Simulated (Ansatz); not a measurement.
Input file:

```
crystal:
  lattice:
    - [0.0, 2.7351727408, 2.7351727408]
    - [2.7351727408, 0.0, 2.7351727408]
    - [2.7351727408, 2.7351727408, 0.0]
  atoms:
    - { symbol: Al, position: [0.0, 0.0, 0.0] }
    - { symbol: P, position: [0.25, 0.25, 0.25] }
basis:
  ecutwfc: 420
kpoints:
  mp_grid: { grid: [8, 8, 8] }
  band_path:
    path:
      - [0.0, 0.0, 0.0]
      - [-0.5, -0.5, 0.0]
      - [-0.375, -0.375, 0.25]
      - [-0.375, 0.0, 0.375]
      - [0.0, 0.0, 0.5]
      - [-0.5, -0.25, 0.25]
      - [0.0, 0.5, 0.5]
    npoints: 1
hamiltonian:
  xc: pbesol
scf:
  occupations: { method: gaussian, width: 0.02 }
  n_extra_bands: 4
output:
  forces: true
  stress: true
  eigenvalues: true
  write_density: true
  write_potential: true
  elf: true
  volumetric_format: npy
```

Run with:

```sh
ansatz run input.yaml --threads 1 --pin off --max-ram 2560MiB --backend cpu --events-out ev --progress --plain --runs-dir out
```

Below, planes, directions and counts refer to the conventional cell (a = 5.47 Å, b = 5.47 Å, c = 5.47 Å, α = 90.00°, β = 90.00°, γ = 90.00°).

Space group F-43m.

Computed with DFT PBEsol, scalar-relativistic, plane waves, PAW in Ansatz.

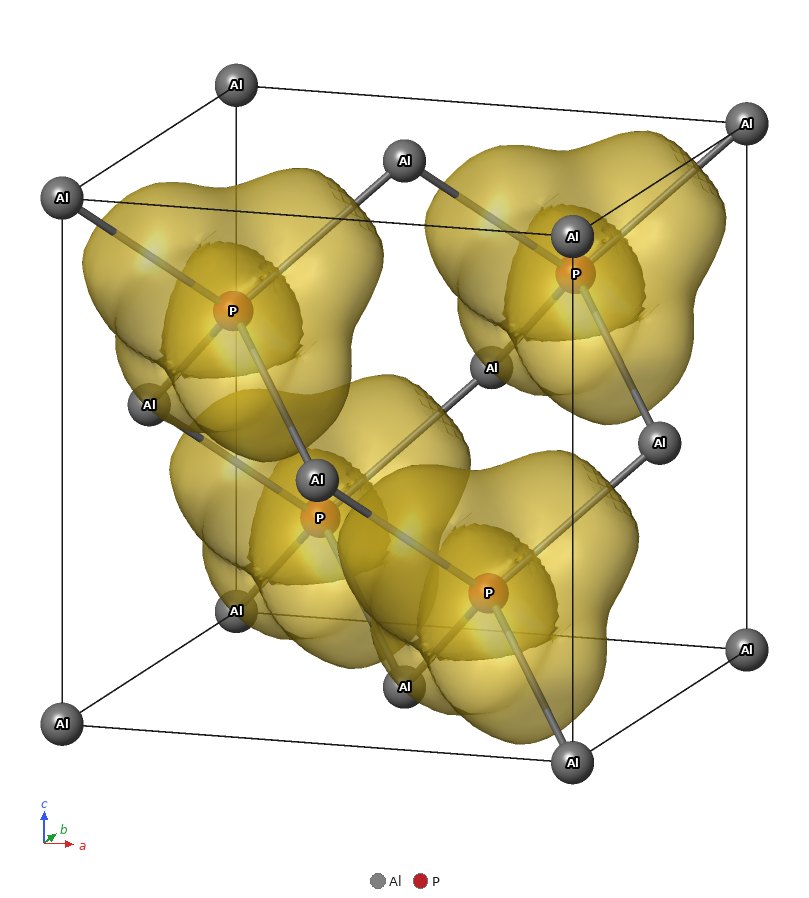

AlP. Isosurface of the electron localisation function at 0.7 (yellow), seen slightly off an axis. Core shells and regions of very low density are left out. Sticks mark near contacts.

> Describe the localisation domains.

The surface consists of four regions on P in which the atom's valence shell and bonds are merged, counted in one cell of 8 atoms. Regions shared between cells count once. Along the contacts the grid gives the following. Al–P (2.37 Å): the ELF peaks at about 0.95 between the atoms: a covalent bond.

> Does the calculation give a band gap?

It is gapped, with a Kohn–Sham gap of 1.5 eV on the k-point mesh, an upper bound to the gap of this method.
